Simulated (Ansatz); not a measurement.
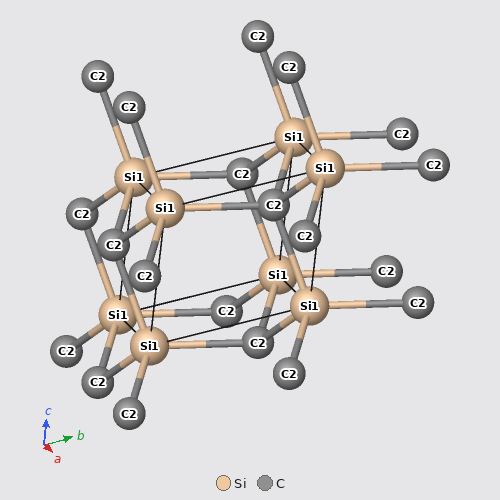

The system is SiC (F-43m, No. 216; 2 atoms in the cell); the picture shows the reference structure. The energy is mapped over volume and the cell's shape. The first coordinate is: volume per atom; the second: length along [111] over the lengths across it, relative to the cubic cell. Nothing is relaxed (fractional coordinates fixed). The scan uses a 9 × 9 grid. Points are written as (first, second). All energies are given in meV/atom relative to the lowest grid point. Theory: DFT PBEsol, scalar-relativistic, plane waves, PAW (Ansatz 0.2.0). Settings: cutoff 520 eV, k-mesh 12×12×12, gaussian smearing 0.05 eV, no spin polarisation.

Its coordinates:

```
CELL_PARAMETERS angstrom
0.00000 2.17839 2.17839
2.17839 0.00000 2.17839
2.17839 2.17839 0.00000
ATOMIC_POSITIONS crystal
Si 0.00000 0.00000 0.00000
C 0.75000 0.75000 0.75000
```

Range: volume per atom from 9.10 to 11.58 Å³; length along [111] over the lengths across it, relative to the cubic cell from 0.923 to 1.083.

**What landscape does the calculation give?**

The lowest grid point is at (10.34 Å³, 1.000). No other kind of well shows on this grid. The highest grid point, (9.10 Å³, 0.923), lies 223 meV/atom above the lowest. Round the minimum the two coordinates are nearly uncoupled. The gap on the k-mesh is 1.2 eV at the lowest point and runs from 0.7 to 1.3 eV over the map.

```csv
"second ↓, first →",9.10,9.41,9.72,10.03,10.34,10.65,10.96,11.27,11.58
1.083,216,152,109,83,72,75,89,113,145
1.062,177,116,74,50,41,45,61,86,119
1.041,149,89,49,26,18,24,40,66,101
1.020,132,73,34,12,5,11,28,54,89
1.000,127,68,29,7,0,6,23,50,86
0.980,133,73,34,12,5,11,28,54,89
0.961,150,90,50,27,19,24,41,67,101
0.942,181,119,77,53,44,48,63,88,121
0.923,223,159,116,89,78,81,94,118,150
```

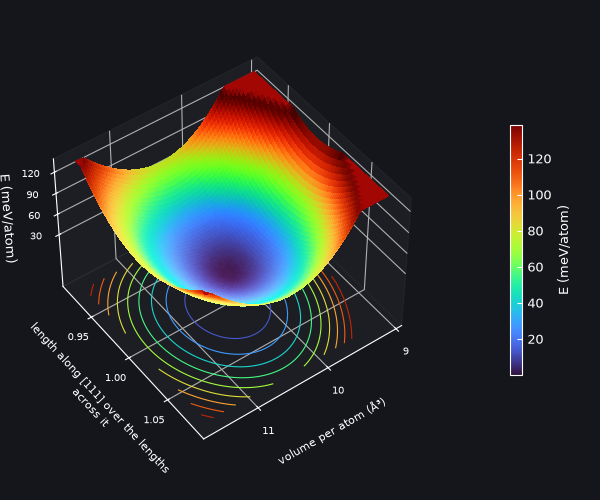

Drawn: a relief with its contours projected below, any walls above the top of the colour scale cut off. Between grid points the surface is interpolated.

Each point was launched as `ansatz run input.yaml --threads 1 --pin off --max-ram 2048MiB --backend cpu --events-out ev --progress --plain --runs-dir out`. The whole map (81 points run) took 7.8 min on 1 thread of Arm Neoverse V1, on a shared host.

PAW datasets: the set soft_1.
